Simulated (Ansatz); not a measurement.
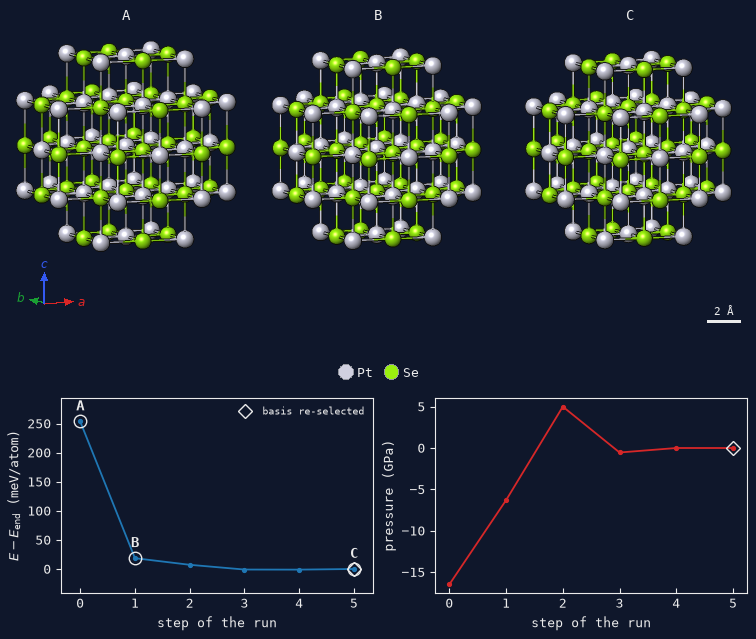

Frames of a relaxation of solid PtSe (a generated structure, set up in Fm-3m), marked on the history of the run. Style: ball-and-stick. Shown: the conventional cell (4 times the calculation's cell), slightly off an axis. Lengths and directions refer to the drawn axes.

The run lets cell and atoms move.

Method: Kohn-Sham DFT of a periodic cell, HSE06, Ansatz PAW (Ansatz).

Input
```yaml
crystal:
  lattice:
    - [0.0, 2.79841113, 2.79841113]
    - [2.79841113, 0.0, 2.79841113]
    - [2.79841113, 2.79841113, 0.0]
  atoms:
    - { symbol: Pt, position: [0.5, 0.5, 0.5] }
    - { symbol: Se, position: [0.0, 0.0, 0.0] }
hamiltonian:
  xc: hse06
  pseudopotentials: { kind: paw }
kpoints:
  mp_grid: { grid: [4, 4, 4] }
scf:
  occupations: { method: fermi_dirac, width: 0.05 }
output:
  forces: true
  stress: true
  eigenvalues: true
relax:
  f_tol: 0.01
  max_steps: 40
  cell: { stress_tol: 0.05 }
```

Run as
```bash
ansatz run input.yaml --threads 2 --pin off --max-ram 5632MiB --backend cpu --events-out ev --progress --plain --runs-dir out
```

### Describe the path.

The energy falls by 254 meV per atom in 4 accepted moves (5 points after the start). All forces vanish by symmetry, so only the cell relaxes. The pressure goes from −16.49 to −0.01 GPa. At 1 point the geometry stayed and the basis and grid were re-selected for the new cell (energy shift of 1.1 meV per atom at most each time). No atom moves by more than 0.005 Å relative to the cell. The volume changes by −18.2 %, with a = b = c 5.597 → 5.235 Å (−6.5 %). Some distances before and after: Pt–Se 2.798 → 2.617 Å. The space group stays Fm-3m (No. 225). The run took 40 s on 2 threads of Arm Neoverse V1, on a shared host, peak memory 0.74 GiB. From step 0 to 1: volume −13.9 %, energy −235 meV per atom. From step 1 to 5: volume −4.9 %, energy −18.6 meV per atom.

| step | E − E(0), meV/atom | pressure, GPa | volume, Å³/atom | note |
| --- | --- | --- | --- | --- |
| 0 | 0.00 | -16.49 | 21.915 |  |
| 1 | -235.07 | -6.30 | 18.863 |  |
| 2 | -246.42 | 4.99 | 17.370 |  |
| 3 | -254.59 | -0.55 | 18.000 |  |
| 4 | -254.72 | 0.00 | 17.931 |  |
| 5 | -253.62 | -0.01 | 17.931 | same geometry, new basis |

Limits of the set-up: the k-point mesh is coarse for a cell with partly filled bands.
